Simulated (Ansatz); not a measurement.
Given this structure, the geometry relaxed at fixed volume with Ansatz 0.2.0, DFT HSE06, scalar-relativistic, plane waves, PAW, written in its standard cell:

```yaml
crystal:
  lattice:
    - [4.52705, 0.00000, 0.00000]
    - [-2.26353, 3.92054, 0.00000]
    - [0.00000, 0.00000, 4.90381]
  atoms:
    - { symbol: Se, position: [0.21618, 0.00000, 0.83333] }
    - { symbol: Se, position: [0.00000, 0.21618, 0.16667] }
    - { symbol: Se, position: [0.78382, 0.78382, 0.50000] }
```

> Predict the [001] zone-axis pattern (200 kV, kinematic, B = 0.5 Å²).

The spots form a hexagonal net with both shortest vectors at d = 3.92 Å, 60.0° apart. They are 1 -1 0 and 1 0 0. The pattern has symmetry 6mm. No reflection of this zone is absent.

Strongest reflections with d > 1.20 Å, one of each family (|F|² from tabulated Gaussian fits of the electron scattering factors, times a small damping for the curvature of the Ewald sphere):

```tsv
hkl	d (Å)	I (strongest = 100)
1 0 0	3.921	100
2 -1 0	2.264	60
3 -1 0	1.482	58
2 0 0	1.960	12
3 0 0	1.307	0
```

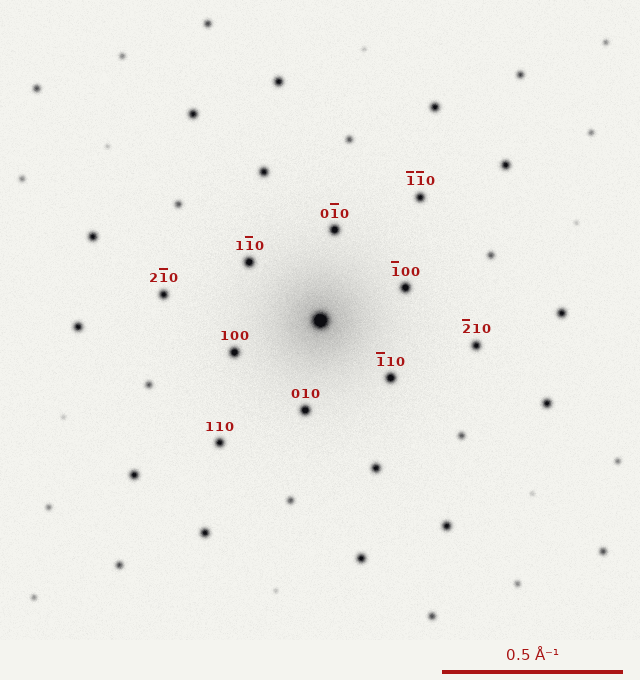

Calculated pattern, seen from the source side with [001] pointing towards the source.
